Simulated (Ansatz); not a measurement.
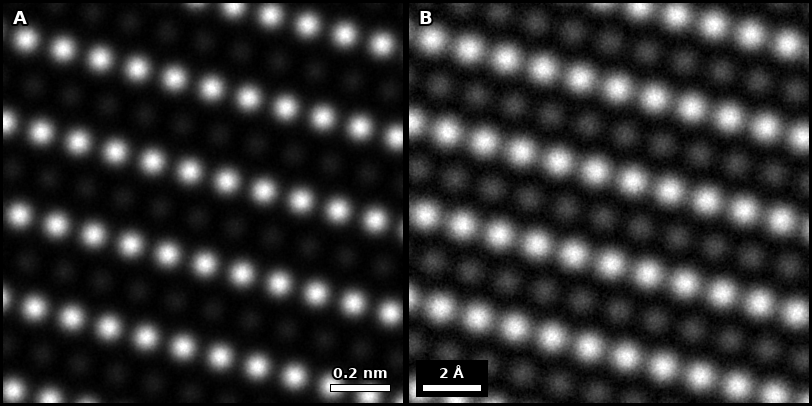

Two simulated images of the same area of AlRu (Pm-3m, No. 221) along [210], with a probe of 0.67 Å. One is incoherent Z contrast (Z^1.8 per atom), the other the projected potential of neutral atoms blurred by the probe (iDPC-like, thin sample). Brightness is counted from the darkest point of the image. Shot noise was added. Atomic positions: a calculation's input that goes back to an entry of the Crystallography Open Database (an earlier step may have relaxed or displaced it).

Q: Which panel is which, and how can one tell?

A is the Z-contrast image and B the potential image. The columns of 1 Al per repeat reach about 10 % of the brightest peak (1 Ru) in A but about 27 % in B, mainly since the potential grows much more slowly with atomic number.
